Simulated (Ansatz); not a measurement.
# TiCo₃: what the fields show

Input

```
crystal:
  lattice:
    - [3.5635295392, 0.0, 0.0]
    - [0.0, 3.5635295392, 0.0]
    - [0.0, 0.0, 3.5070775861]
  atoms:
    - { symbol: Ti, position: [0.0, 0.0, 0.0] }
    - { symbol: Co, position: [0.0, 0.5, 0.5], spin: 0.3 }
    - { symbol: Co, position: [0.5, 0.0, 0.5], spin: 0.3 }
    - { symbol: Co, position: [0.5, 0.5, 0.0], spin: 0.3 }
basis:
  ecutwfc: 420
kpoints:
  mp_grid: { grid: [14, 14, 14] }
hamiltonian:
  xc: pbesol
scf:
  occupations: { method: gaussian, width: 0.1 }
output:
  forces: true
  stress: true
  eigenvalues: true
  populations: true
  write_density: true
  write_potential: true
  elf: true
  volumetric_format: npy
magnetization:
  spin_polarized: true
relax:
  adjacent_minimum: "off"
  f_tol: 0.008
  max_steps: 40
  cell: { stress_tol: 0.015, fix: [a, b, gamma] }
```

Command:

```sh
ansatz run input.yaml --threads 1 --pin off --max-ram 2560MiB --backend cpu --events-out ev --progress --plain --runs-dir out
```

Below, planes, directions and counts refer to the conventional cell (a = 3.56 Å, b = 3.56 Å, c = 3.48 Å, α = 90.00°, β = 90.00°, γ = 90.00°).

The fields are those of the run's last geometry, not of the input's.

Space group P4/mmm; changed on purpose from its base cell (biaxial strain in the a-b plane, c and atoms relaxed: +1.0 %); spin-polarised.

These are results of Ansatz 0.2.0, DFT PBEsol, scalar-relativistic, plane waves, PAW, not measurements.

Core electrons are frozen (PAW), and the valence fields are smoothed inside the atomic spheres.

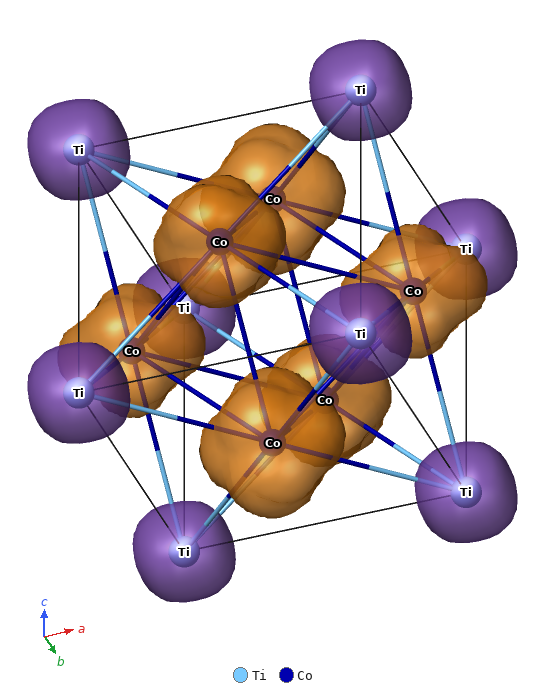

Figure 1. Isosurfaces of the magnetisation density (up minus down) at +0.02 (orange) and −0.02 e/Å³ (purple), seen at an oblique angle. Sticks mark near contacts.

Describe the spin distribution.

The spin density sits on Co: +0.3 μB in one cell of 4 atoms, with smaller moments on other sites: Ti (up to −0.07 μB) and Co (up to +0.21 μB): parallel moments on the main sites in this solution. The cell of the calculation (4 atoms) carries 0.6 μB of net spin moment.

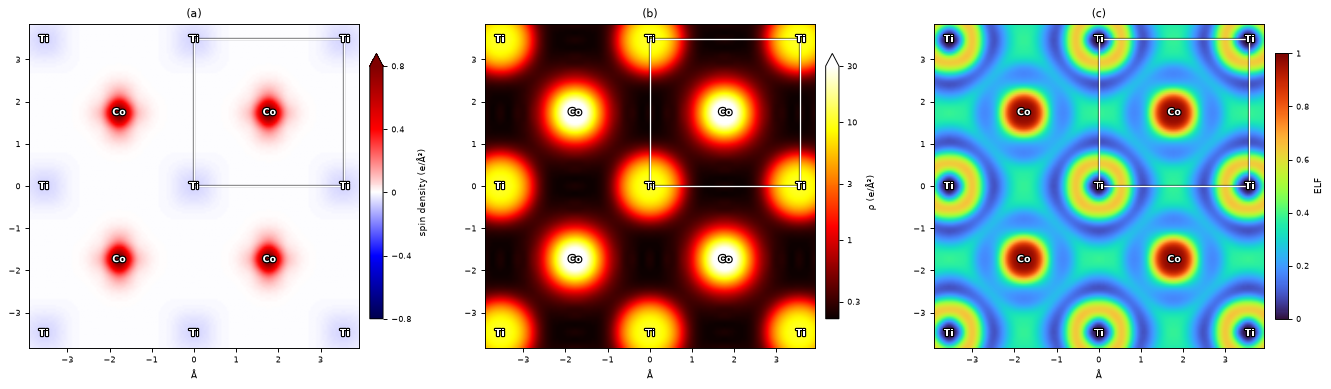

Figure 2. (a) spin density (up minus down); (b) valence pseudo-density; (c) ELF on the (010) plane of the conventional cell.

Read the bonding off the picture.

The section cuts through Ti and Co sites. Ti–Co (2.49 Å): ρ at the midpoint is about 0.33 e/Å³; the ELF is about 0.20 at the midpoint (no localised pair shows between them). Between the atoms the lowest density in this plane is 0.21 e/Å³. The features right at Ti and Co lie inside the PAW spheres, where the map follows smoothed inner orbitals and isn't to be read closely.

Does the calculation make it a metal, or give it a gap?

It is gapless in this calculation (a metal or semimetal).
